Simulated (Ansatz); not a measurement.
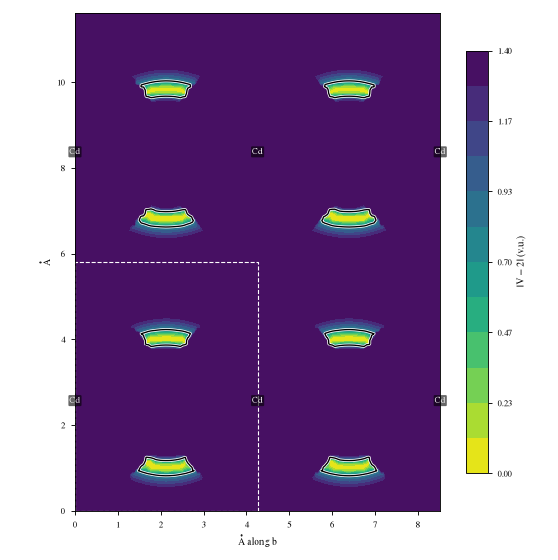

Bond-valence mismatch |V − 2| for Mg2+ in CdS (P3m1) on the section x = 0.000 (parallel to b and c; the dashed line is one cell); the black line is the 0.7 v.u. contour, and values above the scale's top are cut off.

At each point the valence sum V of a Mg2+ ion is computed from the anions within 5 Å (s = exp((R0 − d)/b), R0 fitted to published crystal structures with b = 0.37 Å; R0: Mg2+–S 2.186 Å). Points too close to the other cations are excluded (2.1 Å from Cd). Mg2+ is a guest here, not part of the formula. This is an empirical screen for pathways, not an energy calculation.

Source of the atomic positions: the input geometry of an electronic-structure calculation (not necessarily at equilibrium).

Space group P3m1 (No. 156). a = 4.261 Å, b = 4.261 Å, c = 5.804 Å, α = 90.00°, β = 90.00°, γ = 120.00°
```csv
atom,site,symmetry,x,y,z
Cd,1a,3m.,0.0000,0.0000,0.4427
S,1c,3m.,0.6667,0.3333,0.4343
```

### In the whole crystal, how are the regions below 0.7 v.u. connected?

The regions form a two-dimensional network in layers parallel to (001).

### At which mismatch do paths open?

From a mismatch of about 0.40 v.u. the regions form a two-dimensional network in layers parallel to (001). No third dimension opens below 1.4 v.u. These are grid estimates, good to about 0.1 v.u.
